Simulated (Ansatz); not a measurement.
System: Si$_{2}$Ge.

The calculation's input:

```
crystal:
  lattice:
    - [4.2981777722, 0.0, 0.0]
    - [-2.1490888861, 3.7223311407, 0.0]
    - [0.0, 0.0, 25.304038]
  atoms:
    - { symbol: Si, position: [0.3333333333, 0.6666666667, 0.2794682648] }
    - { symbol: Si, position: [0.6666666667, 0.3333333333, 0.2794682648] }
    - { symbol: Ge, position: [0.0, 0.0, 0.3153899514] }
  periodic: [true, true, false]
basis:
  ecutwfc: 420
kpoints:
  mp_grid: { grid: [12, 12, 1] }
hamiltonian:
  xc: pbe
scf:
  occupations: { method: gaussian, width: 0.1 }
output:
  forces: true
  stress: true
  eigenvalues: true
  write_density: true
  write_potential: true
  elf: true
  volumetric_format: npy
relax:
  adjacent_minimum: "off"
  f_tol: 0.01
  max_steps: 80
  cell: { stress_2d_tol: 0.02 }
```

Command:

```sh
ansatz run input.yaml --threads 1 --pin off --max-ram 2048MiB --backend cpu --events-out ev --progress --plain --runs-dir out
```

The fields are those of the relaxed geometry.

A structure generated by program, which may or may not match a known phase.

Level of theory: DFT PBE, scalar-relativistic, plane waves, PAW in Ansatz 0.2.0.

What will maps of the valence pseudo-density and electron localisation function show?

Si–Si (2.31 Å): ρ at the midpoint is about 0.55 e/Å³; the ELF peaks at about 0.90 between the atoms.
Si–Ge (2.85 Å): ρ at the midpoint is about 0.24 e/Å³; the ELF peaks at about 0.60 in the valence shell of Si, 1.0 Å from its nucleus, and is about 0.45 at the midpoint.

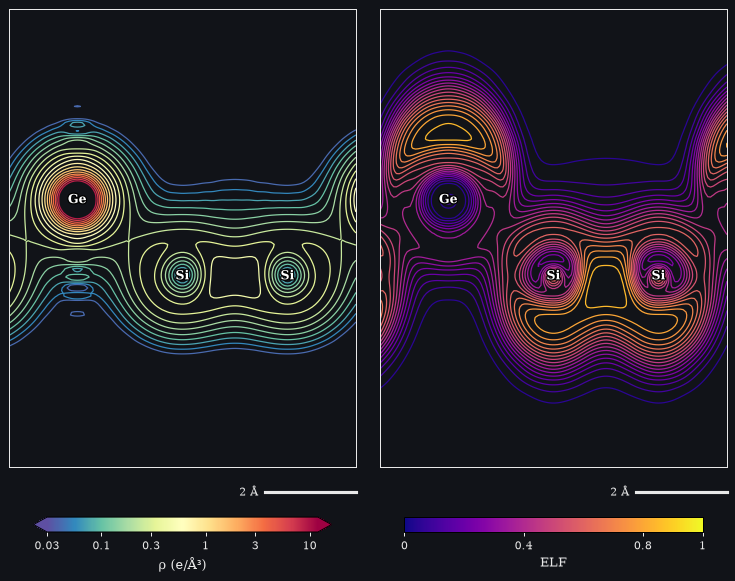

Computed valence pseudo-density and electron localisation function on the (110) plane of the calculation cell, a cut from vacuum to vacuum, in this order. 

In a PAW calculation such maps are meaningful between the atoms, not at the nuclei.
